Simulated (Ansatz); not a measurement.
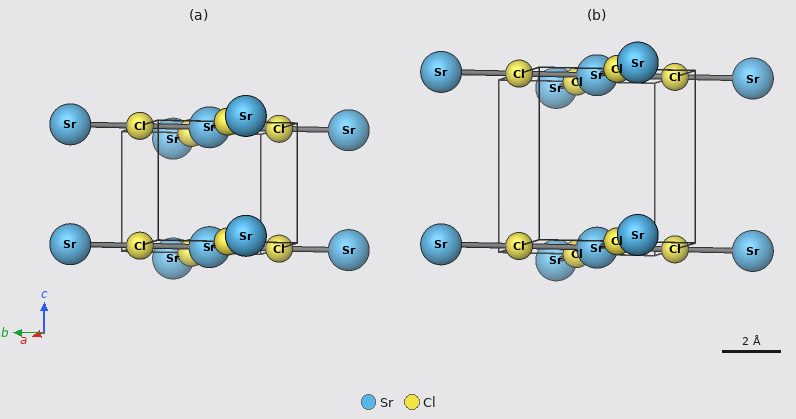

The structure of solid SrCl$_{2}$ (a generated structure, set up in P4/mmm) (coarse preliminary run) before (left) and after (right) a relaxation, at one scale.

The picture is a ball-and-stick view of the cell of the calculation, seen from a free direction.

These are results of Ansatz, DFT PBE, scalar-relativistic, plane waves, PAW, not measurements. (plane-wave cutoff 420 eV; k-point mesh 4 × 4 × 4; occupations gaussian; smearing width 0.1 eV; no spin polarisation; cell and atoms relaxed; force threshold 0.04 eV/Å; at most 70 steps)

Q: Describe what moved and what it gained.

A: The energy falls by 488 meV per atom in 10 accepted moves (12 points after the start). All forces vanish by symmetry, so only the cell relaxes. Pressure: 13.51 GPa at the start and 0.06 GPa at the end. At 2 points the geometry stayed and the basis and grid were re-selected for the new cell (energy shift of 10.9 meV per atom at most each time). The atoms keep their places relative to the cell (all moves are under 0.005 Å). The drawn cell changes as follows: a = b 4.990 → 5.587 Å (+12.0 %), c 4.170 → 5.999 Å (+43.9 %); the volume changes by +80.3 %. Near-neighbour distances that change, for instance: Cl–Sr 2.495 → 2.793 Å. The space group stays P4/mmm (No. 123). Cost: 23 s on 1 thread of Intel(R) Xeon(R) Platinum 8375C CPU @ 2.90GHz (Ice Lake), with other jobs on the host, peak memory 0.44 GiB.
